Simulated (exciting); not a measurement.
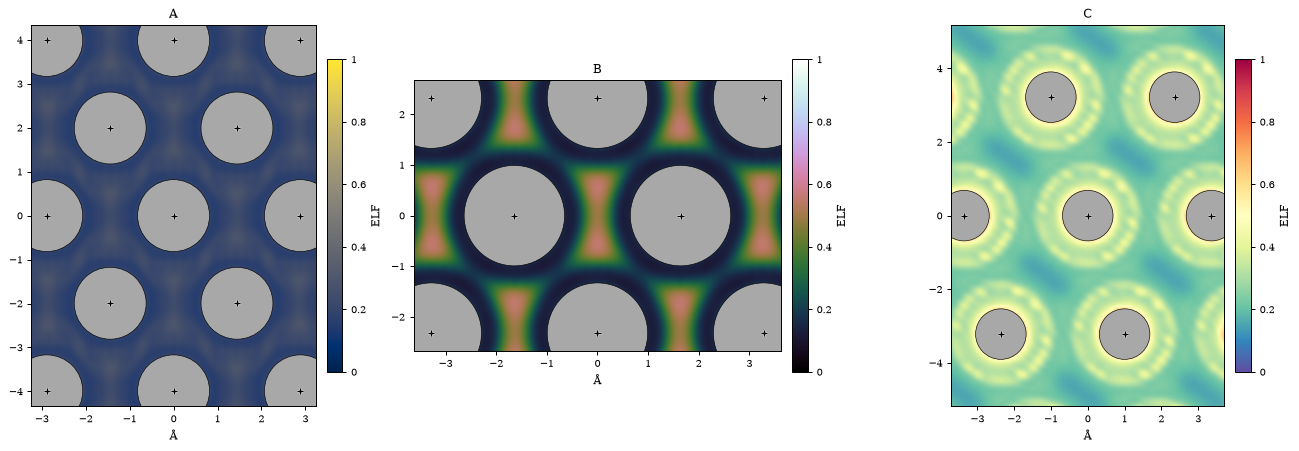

The ELF of 3 systems, each on a plane through atoms (crosses mark nuclei in the plane; grey discs cover the cores).

The calculation used Kohn-Sham DFT of a periodic cell, PBE, all-electron LAPW+lo, shipped species files in exciting.

System 1: Pb, the (001) plane of the conventional cell. Space group P-1; a structure from a database of computed crystals, not necessarily the ambient phase.

System 2: Ti, the (101) plane of the conventional cell. Space group Im-3m; spin-polarised.

System 3: Cu, the (011) plane of the conventional cell. Space group I4/mmm; a structure from a database of computed crystals, not necessarily the ambient phase.

```
Cu
1.0
     2.88559    0.00000    0.00000
     0.00000    2.88559    0.00000
     0.00000    0.00000    2.75216
Cu
2
Direct
  0.00000 0.00000 0.00000
  0.50000 0.50000 0.50000
```

Which map belongs to which system?

Answer. Panel A is system 3, Cu: the plane holds Cu. Cu–Cu (2.46 Å): the ELF is about 0.25 at the midpoint; no localised pair shows between them. Panel B is system 2, Ti: the plane holds Ti. Ti–Ti (2.84 Å): the ELF is about 0.20 at the midpoint; no shared electron pair shows on this line. Panel C is system 1, Pb: the plane holds Pb. Pb–Pb (3.37 Å): the ELF is about 0.20 at the midpoint: no shared electron pair shows on this line.
